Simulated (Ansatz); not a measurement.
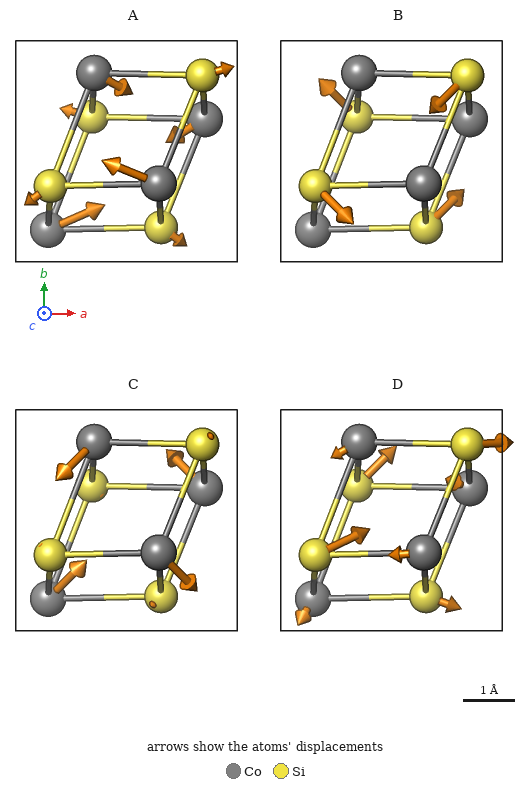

Four optical modes of a crystal of CoSi at the zone centre, in no order (one member of each degenerate set). The orange arrows are the displacements of the atoms (eigenvector over the root of the mass), of arbitrary overall length and sign. A ball-and-stick model of the cell of the calculation, seen along the c axis.

These are results of Ansatz 0.2.0, DFT PBEsol, scalar-relativistic, plane waves, PAW, not measurements. Set-up: plane-wave cutoff 420 eV; k-point mesh 10 × 10 × 10; occupations gaussian; smearing width 0.15 eV; no spin polarisation.

### Rank the modes by frequency, softest first.

C (200 cm⁻¹), A (256 cm⁻¹), D (323 cm⁻¹), B (374 cm⁻¹). C, A: Atoms of one kind move against one another, with no net shift of any sublattice; it stretches the shortest Co–Si bonds (2.30 Å). A, T: The kinetic energy is shared as Co 91 %, Si 9 %. D, T: It stretches the Co–Si bonds (2.40 Å); the kinetic energy is shared as Si 64 %, Co 36 %. B, A: The Co atoms hardly move; atoms of one kind move against one another, with no net shift of their sublattice; it stretches the shortest Co–Si bonds (2.30 Å). The crystal is metallic in this run.

Limits of the set-up: an element that often carries a moment was run without spin polarisation.
